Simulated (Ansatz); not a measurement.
**Run report: Al, geometry relaxation (part 1 of 2)**

System: Al (P1, 4 atoms in the cell).
Method: DFT r2SCAN, scalar-relativistic, plane waves, PAW, no spin polarisation (Ansatz 0.2.0).

The structure derives from a Materials Project entry. It belongs to a series of runs on one base structure; here: all atoms moved at random, sigma 0.15 A a component; relaxed back. Figures and captions count atoms from 1; the log counts them from 0 in places.

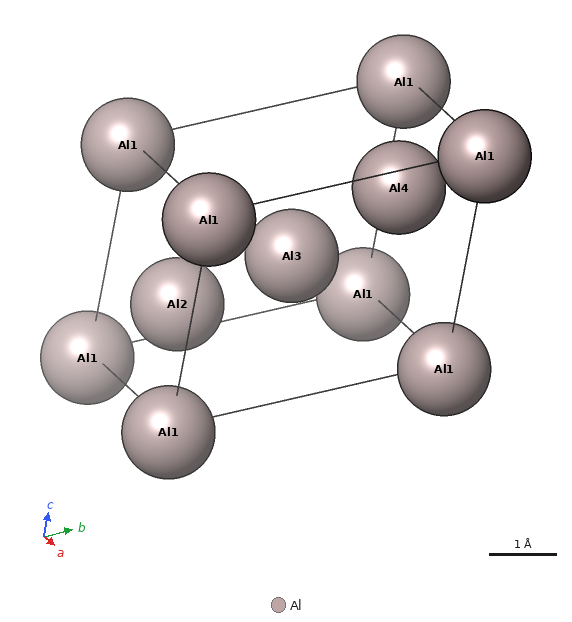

*The structure as given in the input (spheres-only view of the cell of the calculation, set on other vectors, seen slightly off an axis; atoms are numbered from 1 in the order of the input).*

**The input**
```yaml
crystal:
  lattice:
    - [0.0, -3.1887371512, 3.1887371512]
    - [3.1887371512, -3.1887371512, 0.0]
    - [3.1887371512, 0.0, 3.1887371512]
  atoms:
    - { symbol: Al, position: [-0.0133649384, 0.0067641886, -0.0155307418] }
    - { symbol: Al, position: [0.1944078162, 0.2548639412, 0.2657537494] }
    - { symbol: Al, position: [0.5365424949, 0.5739898901, 0.4468042183] }
    - { symbol: Al, position: [0.7824146273, 0.6643819801, 0.802972774] }
basis:
  ecutwfc: 500
kpoints:
  mp_grid: { grid: [10, 10, 10] }
hamiltonian:
  xc: r2scan
scf:
  occupations: { method: gaussian, width: 0.15 }
output:
  forces: true
  stress: true
  eigenvalues: true
  write_density: true
  write_potential: true
  elf: true
  volumetric_format: npy
relax:
  adjacent_minimum: "off"
  f_tol: 0.01
  max_steps: 80
  cell: { stress_tol: 0.1 }
```

Run on 1 thread of Oxide Virtual Turin-like (Zen 5), 32 GiB of memory available, shared host.

Launch command:
```bash
ansatz run input.yaml --threads 1 --pin off --max-ram 2560MiB --backend cpu --events-out ev --progress --plain --runs-dir out
```

**Output**
```
Engine: ansatz 0.2.0, x86_64-unknown-linux-gnu
Pseudopotentials: kind: paw
Pseudopotential: Al, paw, valence charge 3, recommended cutoff 500 eV (meta_gga), Al.paw.azcp
Functional definition: r2SCAN
  parameter k0 = 0.174
  parameter k1 = 0.065
  parameter a1 = 4.9479
  exchange = r2scan_x(k0 = k0, k1 = k1, a1 = a1)
  correlation = r2scan_c
Crystal: 4 atoms, lattice volume = 64.846 Å³
Basis set: ecut = 500 eV, 1639 PW (Γ), exchange–correlation on 144×144×144 points (64 copies of the dense FFT grid, shifted against one another)
Bands: 10, of which v1, the nominal top of the filled ones, is band 6 counted from 1 (5 counted from 0)
Symmetry: 1 space group operations
Space group: P1 (ITA 1), of the structure as read, at distance tolerance 4.0e-5 Å
k-points: 504 of 1000 (time reversal used)
Non-local potential: Al, projectors of the file, l = 0: 2, l = 1: 2, l = 2: 1
PAW form: soft (Blöchl's): semilocal exchange-correlation on the pseudo side does not see the compensation charge
PAW frozen core: Al, regenerated for the run's functional (the file was generated under x = pbe(κ = 0.804, μ = 0.2195149727645171), c = pbe(β = 0.06672455060314922))
PAW one-centre angular grid: Al, 302 points (default); XC on 160 Gauss nodes
Initial density: superposition of atomic densities (neutral atoms: chi_scale 0, normalization atom), corrected by the library's trained network
Initial wavefunctions: pseudopotential atomic-orbital guess
Functional: x = r2scan, c = r2scan; τ floored in thin density (d = 2e-4 eV/Å³)
SCF iter   1: F=—  HF=-2160.294257 eV  |F-HF|=—  |Δ(HF+E_count)|=         —  Δρ=3.85e-3  dr2=1.17e-2  dr2_τ=2.22e-2  ethr=1.77e-3  ⟨swp⟩=5.8  Hψ=38592  notcnv=0
preconditioner: auto → Kerker (q_TF=auto, 2.060 Å⁻¹)  [metal: Δε(μ)=0.007 eV  Ē_g=7.362 eV  σ=0.150 eV  W_gap=0.03  n_scr=14 (ndim 8)  ℏωp=16.0 eV  f_vac=0.000  D(μ)=1.70/eV (n_scr^D=14)]
SCF iter   2: F=—  HF=-2160.321542 eV  |F-HF|=—  |Δ(HF+E_count)|=   2.73e-2  Δρ=3.28e-3  dr2=8.32e-3  dr2_τ=2.27e-5  ethr=9.75e-5  ⟨swp⟩=2.0  Hψ=12121  notcnv=0
SCF iter   3: F=—  HF=-2160.319689 eV  |F-HF|=—  |Δ(HF+E_count)|=   1.85e-3  Δρ=4.24e-4  dr2=1.02e-4  dr2_τ=6.96e-6  ethr=6.93e-5  ⟨swp⟩=1.0  Hψ=5029  notcnv=0
SCF iter   4: F=—  HF=-2160.319809 eV  |F-HF|=—  |Δ(HF+E_count)|=   1.20e-4  Δρ=2.63e-4  dr2=5.25e-5  dr2_τ=7.97e-7  ethr=8.51e-7  ⟨swp⟩=2.5  Hψ=7912  notcnv=0
SCF iter   5: F=—  HF=-2160.319820 eV  |F-HF|=—  |Δ(HF+E_count)|=   1.12e-5  Δρ=8.64e-5  dr2=5.05e-6  dr2_τ=1.20e-8  ethr=4.38e-7  ⟨swp⟩=2.3  Hψ=7992  notcnv=0
SCF iter   6: F=—  HF=-2160.319821 eV  |F-HF|=—  |Δ(HF+E_count)|=   1.25e-6  Δρ=1.88e-5  dr2=2.54e-7  dr2_τ=7.66e-10  ethr=4.21e-8  ⟨swp⟩=2.6  Hψ=7891  notcnv=0
SCF iter   7: F=-2160.319822 eV  HF=-2160.319822 eV  |F-HF|=3.96e-9  |Δ(HF+E_count)|=   2.55e-7  Δρ=2.06e-6  dr2=3.02e-9  dr2_τ=7.92e-12  ethr=8.33e-10  ⟨swp⟩=9.2  Hψ=39284  notcnv=0
SCF 1 converged in 7 iterations: F = -2160.319822 eV  dr2 = 3.02e-9
  greatest PAW one-centre occupation: 0.466 electrons in one spin orbital (limit 2), on the Al atom at site 2 (counted from 0), in its partial waves of l = 0
relax step   1: F+E_penalty+E_count = -2160.31982155 eV  Δ(F+E_penalty+E_count) = +0.000e0 eV  max|allowed force component| = 2.087e0 eV/Å  Δτ_max = 0.0000 Å  P = +7.518 GPa  Ω = 64.846 Å³  (7 SCF iters, dr2 threshold 1.00e-7 eV, accepted)
Crystal: 4 atoms, lattice volume = 62.945 Å³
Basis set: ecut = 500 eV, 1589 PW (Γ), exchange–correlation on 144×144×144 points (64 copies of the dense FFT grid, shifted against one another)
Initial density: handed on by an earlier stage of this run
Initial wavefunctions: those handed on with the density
iter 1 solved again at ethr=6.33e-4 eV; its pass at ethr=3.10e-3 eV (dr2=7.60e-2 eV) is discarded
SCF iter   1: F=—  HF=-2160.974845 eV  |F-HF|=—  |Δ(HF+E_count)|=         —  Δρ=8.62e-3  dr2=7.66e-2  dr2_τ=4.02e-3  ethr=6.33e-4  ⟨swp⟩=1.0  Hψ=43651  notcnv=0
preconditioner: auto → Kerker (q_TF=auto, 2.070 Å⁻¹)  [metal: Δε(μ)=0.007 eV  Ē_g=7.464 eV  σ=0.150 eV  W_gap=0.03  n_scr=14 (ndim 8)  ℏωp=16.2 eV  f_vac=0.000  D(μ)=1.48/eV (n_scr^D=14)]
SCF iter   2: F=—  HF=-2160.972275 eV  |F-HF|=—  |Δ(HF+E_count)|=   2.57e-3  Δρ=5.56e-3  dr2=3.11e-2  dr2_τ=3.30e-5  ethr=6.33e-4  ⟨swp⟩=1.0  Hψ=5040  notcnv=0
SCF iter   3: F=—  HF=-2160.963589 eV  |F-HF|=—  |Δ(HF+E_count)|=   8.69e-3  Δρ=3.55e-4  dr2=1.33e-4  dr2_τ=1.64e-6  ethr=2.59e-4  ⟨swp⟩=2.5  Hψ=8070  notcnv=0
SCF iter   4: F=—  HF=-2160.963583 eV  |F-HF|=—  |Δ(HF+E_count)|=   6.28e-6  Δρ=1.48e-4  dr2=1.36e-5  dr2_τ=3.91e-8  ethr=1.10e-6  ⟨swp⟩=2.5  Hψ=8210  notcnv=0
SCF iter   5: F=-2160.963584 eV  HF=-2160.963584 eV  |F-HF|=1.02e-8  |Δ(HF+E_count)|=   5.85e-7  Δρ=1.87e-5  dr2=2.37e-7  dr2_τ=7.19e-10  ethr=3.33e-9  ⟨swp⟩=8.0  Hψ=40784  notcnv=0
SCF 2 converged in 5 iterations: F = -2160.963584 eV  dr2 = 2.37e-7
  greatest PAW one-centre occupation: 0.455 electrons in one spin orbital (limit 2), on the Al atom at site 2 (counted from 0), in its partial waves of l = 0
relax step   2: F+E_penalty+E_count = -2160.96358374 eV  Δ(F+E_penalty+E_count) = -6.438e-1 eV  max|allowed force component| = 8.557e-1 eV/Å  Δτ_max = 0.1929 Å  P = +4.772 GPa  Ω = 62.945 Å³  energy of the carried Pulay correction = +6.059e-5 eV  (5 SCF iters, dr2 threshold 4.00e-7 eV, accepted)
Crystal: 4 atoms, lattice volume = 63.356 Å³
Basis set: ecut = 500 eV, 1605 PW (Γ), exchange–correlation on 144×144×144 points (64 copies of the dense FFT grid, shifted against one another)
iter 1 solved again at ethr=3.47e-4 eV; its pass at ethr=3.10e-3 eV (dr2=4.16e-2 eV) is discarded
SCF iter   1: F=—  HF=-2161.225402 eV  |F-HF|=—  |Δ(HF+E_count)|=         —  Δρ=6.52e-3  dr2=4.23e-2  dr2_τ=2.18e-3  ethr=3.47e-4  ⟨swp⟩=1.0  Hψ=42803  notcnv=0
preconditioner: auto → Kerker (q_TF=auto, 2.068 Å⁻¹)  [metal: Δε(μ)=0.002 eV  Ē_g=7.453 eV  σ=0.150 eV  W_gap=0.01  n_scr=12 (ndim 8)  ℏωp=16.2 eV  f_vac=0.000  D(μ)=1.82/eV (n_scr^D=14)]
SCF iter   2: F=—  HF=-2161.226835 eV  |F-HF|=—  |Δ(HF+E_count)|=   1.43e-3  Δρ=4.30e-3  dr2=1.79e-2  dr2_τ=2.03e-5  ethr=3.47e-4  ⟨swp⟩=1.0  Hψ=5040  notcnv=0
SCF iter   3: F=—  HF=-2161.222099 eV  |F-HF|=—  |Δ(HF+E_count)|=   4.74e-3  Δρ=3.09e-4  dr2=1.44e-4  dr2_τ=9.24e-7  ethr=1.49e-4  ⟨swp⟩=2.5  Hψ=8157  notcnv=0
SCF iter   4: F=—  HF=-2161.222058 eV  |F-HF|=—  |Δ(HF+E_count)|=   4.15e-5  Δρ=9.62e-5  dr2=5.02e-6  dr2_τ=1.09e-8  ethr=1.20e-6  ⟨swp⟩=2.5  Hψ=8225  notcnv=0
SCF iter   5: F=-2161.222058 eV  HF=-2161.222058 eV  |F-HF|=1.50e-8  |Δ(HF+E_count)|=   4.10e-7  Δρ=8.58e-6  dr2=5.37e-8  dr2_τ=1.81e-10  ethr=3.33e-9  ⟨swp⟩=9.8  Hψ=43719  notcnv=0
SCF 3 converged in 5 iterations: F = -2161.222058 eV  dr2 = 5.37e-8
  greatest PAW one-centre occupation: 0.449 electrons in one spin orbital (limit 2), on the Al atom at site 2 (counted from 0), in its partial waves of l = 0
relax step   3: F+E_penalty+E_count = -2161.22205790 eV  Δ(F+E_penalty+E_count) = -2.585e-1 eV  max|allowed force component| = 3.376e-1 eV/Å  Δτ_max = 0.1440 Å  P = +2.204 GPa  Ω = 63.356 Å³  energy of the carried Pulay correction = +4.736e-5 eV  (5 SCF iters, dr2 threshold 4.00e-7 eV, accepted)
Crystal: 4 atoms, lattice volume = 63.754 Å³
Basis set: ecut = 500 eV, 1617 PW (Γ), exchange–correlation on 144×144×144 points (64 copies of the dense FFT grid, shifted against one another)
iter 1 solved again at ethr=1.36e-4 eV; its pass at ethr=3.10e-3 eV (dr2=1.63e-2 eV) is discarded
SCF iter   1: F=—  HF=-2161.369914 eV  |F-HF|=—  |Δ(HF+E_count)|=         —  Δρ=4.29e-3  dr2=1.71e-2  dr2_τ=7.44e-4  ethr=1.36e-4  ⟨swp⟩=1.0  Hψ=41444  notcnv=0
preconditioner: auto → Kerker (q_TF=auto, 2.065 Å⁻¹)  [metal: Δε(μ)=0.012 eV  Ē_g=7.481 eV  σ=0.150 eV  W_gap=0.05  n_scr=12 (ndim 8)  ℏωp=16.1 eV  f_vac=0.000  D(μ)=1.37/eV (n_scr^D=10)]
SCF iter   2: F=—  HF=-2161.369532 eV  |F-HF|=—  |Δ(HF+E_count)|=   3.83e-4  Δρ=2.76e-3  dr2=7.01e-3  dr2_τ=6.76e-6  ethr=1.36e-4  ⟨swp⟩=1.0  Hψ=5040  notcnv=0
SCF iter   3: F=—  HF=-2161.367929 eV  |F-HF|=—  |Δ(HF+E_count)|=   1.60e-3  Δρ=1.68e-4  dr2=3.75e-5  dr2_τ=3.10e-7  ethr=5.84e-5  ⟨swp⟩=2.4  Hψ=8046  notcnv=0
SCF iter   4: F=—  HF=-2161.367921 eV  |F-HF|=—  |Δ(HF+E_count)|=   7.67e-6  Δρ=6.50e-5  dr2=2.34e-6  dr2_τ=3.73e-9  ethr=3.13e-7  ⟨swp⟩=2.4  Hψ=8241  notcnv=0
SCF iter   5: F=-2161.367922 eV  HF=-2161.367922 eV  |F-HF|=1.06e-8  |Δ(HF+E_count)|=   3.14e-7  Δρ=6.56e-6  dr2=3.48e-8  dr2_τ=7.56e-11  ethr=3.33e-9  ⟨swp⟩=9.6  Hψ=41657  notcnv=0
SCF 4 converged in 5 iterations: F = -2161.367922 eV  dr2 = 3.48e-8
  greatest PAW one-centre occupation: 0.445 electrons in one spin orbital (limit 2), on the Al atom at site 2 (counted from 0), in its partial waves of l = 0
relax step   4: F+E_penalty+E_count = -2161.36792166 eV  Δ(F+E_penalty+E_count) = -1.459e-1 eV  max|allowed force component| = 3.452e-1 eV/Å  Δτ_max = 0.0787 Å  P = +1.216 GPa  Ω = 63.754 Å³  energy of the carried Pulay correction = +3.458e-5 eV  (5 SCF iters, dr2 threshold 4.00e-7 eV, accepted)
Crystal: 4 atoms, lattice volume = 63.927 Å³
Basis set: ecut = 500 eV, 1647 PW (Γ), exchange–correlation on 144×144×144 points (64 copies of the dense FFT grid, shifted against one another)
iter 1 solved again at ethr=2.74e-5 eV; its pass at ethr=3.10e-3 eV (dr2=3.29e-3 eV) is discarded
SCF iter   1: F=—  HF=-2161.497538 eV  |F-HF|=—  |Δ(HF+E_count)|=         —  Δρ=2.40e-3  dr2=3.37e-3  dr2_τ=8.56e-5  ethr=2.74e-5  ⟨swp⟩=1.1  Hψ=40237  notcnv=0
preconditioner: auto → Kerker (q_TF=auto, 2.064 Å⁻¹)  [metal: Δε(μ)=0.007 eV  Ē_g=7.511 eV  σ=0.150 eV  W_gap=0.03  n_scr=10 (ndim 8)  ℏωp=16.1 eV  f_vac=0.000  D(μ)=1.44/eV (n_scr^D=10)]
SCF iter   2: F=—  HF=-2161.497754 eV  |F-HF|=—  |Δ(HF+E_count)|=   2.16e-4  Δρ=1.54e-3  dr2=1.39e-3  dr2_τ=1.84e-6  ethr=2.74e-5  ⟨swp⟩=1.0  Hψ=5040  notcnv=0
SCF iter   3: F=—  HF=-2161.497784 eV  |F-HF|=—  |Δ(HF+E_count)|=   2.98e-5  Δρ=6.55e-5  dr2=4.24e-6  dr2_τ=4.75e-8  ethr=1.16e-5  ⟨swp⟩=1.9  Hψ=7152  notcnv=0
SCF iter   4: F=—  HF=-2161.497785 eV  |F-HF|=—  |Δ(HF+E_count)|=   6.77e-7  Δρ=2.52e-5  dr2=5.22e-7  dr2_τ=1.11e-9  ethr=3.33e-9  ⟨swp⟩=9.6  Hψ=42611  notcnv=0
SCF iter   5: F=-2161.497785 eV  HF=-2161.497785 eV  |F-HF|=7.83e-10  |Δ(HF+E_count)|=   4.98e-9  Δρ=3.50e-6  dr2=9.62e-9  dr2_τ=2.62e-11  ethr=3.33e-9  ⟨swp⟩=7.2  Hψ=25729  notcnv=0
SCF 5 converged in 5 iterations: F = -2161.497785 eV  dr2 = 9.62e-9
  greatest PAW one-centre occupation: 0.442 electrons in one spin orbital (limit 2), on the Al atom at site 2 (counted from 0), in its partial waves of l = 0
relax step   5: F+E_penalty+E_count = -2161.49778455 eV  Δ(F+E_penalty+E_count) = -1.299e-1 eV  max|allowed force component| = 3.896e-1 eV/Å  Δτ_max = 0.0236 Å  P = +0.643 GPa  Ω = 63.927 Å³  energy of the carried Pulay correction = +2.909e-5 eV  (5 SCF iters, dr2 threshold 4.00e-7 eV, accepted)
Crystal: 4 atoms, lattice volume = 64.085 Å³
iter 1 solved again at ethr=3.34e-5 eV; its pass at ethr=3.10e-3 eV (dr2=4.01e-3 eV) is discarded
SCF iter   1: F=—  HF=-2161.605252 eV  |F-HF|=—  |Δ(HF+E_count)|=         —  Δρ=2.03e-3  dr2=4.04e-3  dr2_τ=1.65e-4  ethr=3.34e-5  ⟨swp⟩=1.0  Hψ=40432  notcnv=0
preconditioner: auto → Kerker (q_TF=auto, 2.064 Å⁻¹)  [metal: Δε(μ)=0.001 eV  Ē_g=7.504 eV  σ=0.150 eV  W_gap=0.00  n_scr=10 (ndim 8)  ℏωp=16.1 eV  f_vac=0.000  D(μ)=1.57/eV (n_scr^D=10)]
SCF iter   2: F=—  HF=-2161.605235 eV  |F-HF|=—  |Δ(HF+E_count)|=   1.75e-5  Δρ=1.31e-3  dr2=1.65e-3  dr2_τ=1.62e-6  ethr=3.34e-5  ⟨swp⟩=1.0  Hψ=5040  notcnv=0
SCF iter   3: F=—  HF=-2161.604870 eV  |F-HF|=—  |Δ(HF+E_count)|=   3.65e-4  Δρ=8.23e-5  dr2=7.41e-6  dr2_τ=8.70e-8  ethr=1.37e-5  ⟨swp⟩=2.5  Hψ=8045  notcnv=0
SCF iter   4: F=—  HF=-2161.604871 eV  |F-HF|=—  |Δ(HF+E_count)|=   1.58e-6  Δρ=3.20e-5  dr2=6.23e-7  dr2_τ=9.38e-10  ethr=3.33e-9  ⟨swp⟩=10.1  Hψ=46578  notcnv=0
SCF iter   5: F=-2161.604871 eV  HF=-2161.604871 eV  |F-HF|=5.96e-11  |Δ(HF+E_count)|=   1.02e-7  Δρ=3.56e-6  dr2=9.51e-9  dr2_τ=2.03e-11  ethr=3.33e-9  ⟨swp⟩=7.1  Hψ=25274  notcnv=0
SCF 6 converged in 5 iterations: F = -2161.604871 eV  dr2 = 9.51e-9
  greatest PAW one-centre occupation: 0.438 electrons in one spin orbital (limit 2), on the Al atom at site 2 (counted from 0), in its partial waves of l = 0
relax step   6: F+E_penalty+E_count = -2161.60487132 eV  Δ(F+E_penalty+E_count) = -1.071e-1 eV  max|allowed force component| = 1.257e-1 eV/Å  Δτ_max = 0.0352 Å  P = -0.276 GPa  Ω = 64.085 Å³  energy of the carried Pulay correction = +2.404e-5 eV  (5 SCF iters, dr2 threshold 4.00e-7 eV, accepted)
Crystal: 4 atoms, lattice volume = 63.779 Å³
Basis set: ecut = 500 eV, 1637 PW (Γ), exchange–correlation on 144×144×144 points (64 copies of the dense FFT grid, shifted against one another)
iter 1 solved again at ethr=1.19e-5 eV; its pass at ethr=3.10e-3 eV (dr2=1.42e-3 eV) is discarded
SCF iter   1: F=—  HF=-2161.628185 eV  |F-HF|=—  |Δ(HF+E_count)|=         —  Δρ=1.18e-3  dr2=1.45e-3  dr2_τ=6.98e-5  ethr=1.19e-5  ⟨swp⟩=1.3  Hψ=39637  notcnv=0
preconditioner: auto → Kerker (q_TF=auto, 2.065 Å⁻¹)  [metal: Δε(μ)=0.001 eV  Ē_g=7.513 eV  σ=0.150 eV  W_gap=0.00  n_scr=10 (ndim 8)  ℏωp=16.1 eV  f_vac=0.000  D(μ)=1.74/eV (n_scr^D=14)]
SCF iter   2: F=—  HF=-2161.628103 eV  |F-HF|=—  |Δ(HF+E_count)|=   8.17e-5  Δρ=7.56e-4  dr2=5.94e-4  dr2_τ=4.96e-7  ethr=1.19e-5  ⟨swp⟩=1.0  Hψ=5040  notcnv=0
SCF iter   3: F=—  HF=-2161.627926 eV  |F-HF|=—  |Δ(HF+E_count)|=   1.77e-4  Δρ=4.42e-5  dr2=2.55e-6  dr2_τ=2.89e-8  ethr=4.95e-6  ⟨swp⟩=2.5  Hψ=8151  notcnv=0
SCF iter   4: F=—  HF=-2161.627926 eV  |F-HF|=—  |Δ(HF+E_count)|=   1.70e-8  Δρ=1.39e-5  dr2=1.31e-7  dr2_τ=4.62e-10  ethr=3.33e-9  ⟨swp⟩=9.5  Hψ=42328  notcnv=0
SCF iter   5: F=-2161.627926 eV  HF=-2161.627926 eV  |F-HF|=4.98e-10  |Δ(HF+E_count)|=   9.89e-9  Δρ=1.54e-6  dr2=1.99e-9  dr2_τ=6.07e-12  ethr=1.09e-9  ⟨swp⟩=5.2  Hψ=26309  notcnv=0
SCF 7 converged in 5 iterations: F = -2161.627926 eV  dr2 = 1.99e-9
  greatest PAW one-centre occupation: 0.437 electrons in one spin orbital (limit 2), on the Al atom at site 2 (counted from 0), in its partial waves of l = 0
relax step   7: F+E_penalty+E_count = -2161.62792600 eV  Δ(F+E_penalty+E_count) = -2.305e-2 eV  max|allowed force component| = 8.736e-3 eV/Å  Δτ_max = 0.0225 Å  P = -0.090 GPa  Ω = 63.779 Å³  energy of the carried Pulay correction = +3.381e-5 eV  (5 SCF iters, dr2 threshold 4.00e-7 eV, accepted)
Crystal: 4 atoms, lattice volume = 63.677 Å³
Basis set: ecut = 500 eV, 1627 PW (Γ), exchange–correlation on 144×144×144 points (64 copies of the dense FFT grid, shifted against one another)
iter 1 solved again at ethr=1.62e-6 eV; its pass at ethr=3.10e-3 eV (dr2=1.94e-4 eV) is discarded
SCF iter   1: F=—  HF=-2161.630221 eV  |F-HF|=—  |Δ(HF+E_count)|=         —  Δρ=4.85e-4  dr2=1.75e-4  dr2_τ=4.40e-6  ethr=1.62e-6  ⟨swp⟩=2.1  Hψ=38273  notcnv=0
preconditioner: auto → Kerker (q_TF=auto, 2.066 Å⁻¹)  [metal: Δε(μ)=0.005 eV  Ē_g=7.517 eV  σ=0.150 eV  W_gap=0.02  n_scr=10 (ndim 8)  ℏωp=16.1 eV  f_vac=0.000  D(μ)=1.77/eV (n_scr^D=14)]
SCF iter   2: F=—  HF=-2161.630206 eV  |F-HF|=—  |Δ(HF+E_count)|=   1.48e-5  Δρ=3.10e-4  dr2=7.20e-5  dr2_τ=3.42e-8  ethr=1.46e-6  ⟨swp⟩=1.0  Hψ=5040  notcnv=0
SCF iter   3: F=-2161.630188 eV  HF=-2161.630188 eV  |F-HF|=8.31e-8  |Δ(HF+E_count)|=   1.90e-5  Δρ=8.95e-6  dr2=4.29e-8  dr2_τ=1.37e-9  ethr=3.33e-9  ⟨swp⟩=7.7  Hψ=37392  notcnv=0
SCF 8 converged in 3 iterations: F = -2161.630188 eV  dr2 = 4.29e-8
relax step   8: F+E_penalty+E_count = -2161.63018759 eV  Δ(F+E_penalty+E_count) = -2.262e-3 eV  max|allowed force component| = 8.909e-4 eV/Å  Δτ_max = 0.0014 Å  P = +0.009 GPa  Ω = 63.677 Å³  energy of the carried Pulay correction = +3.704e-5 eV  (3 SCF iters, dr2 threshold 4.00e-7 eV, accepted)
Basis set: ecut = 500 eV, 1627 PW (Γ), exchange–correlation on 120×144×144 points (64 copies of the dense FFT grid, shifted against one another)
Initial wavefunctions: pseudopotential atomic-orbital guess (no wavefunctions were taken with the density)
iter 1 solved again at ethr=5.21e-8 eV; its pass at ethr=3.10e-3 eV (dr2=6.25e-6 eV) is discarded
```
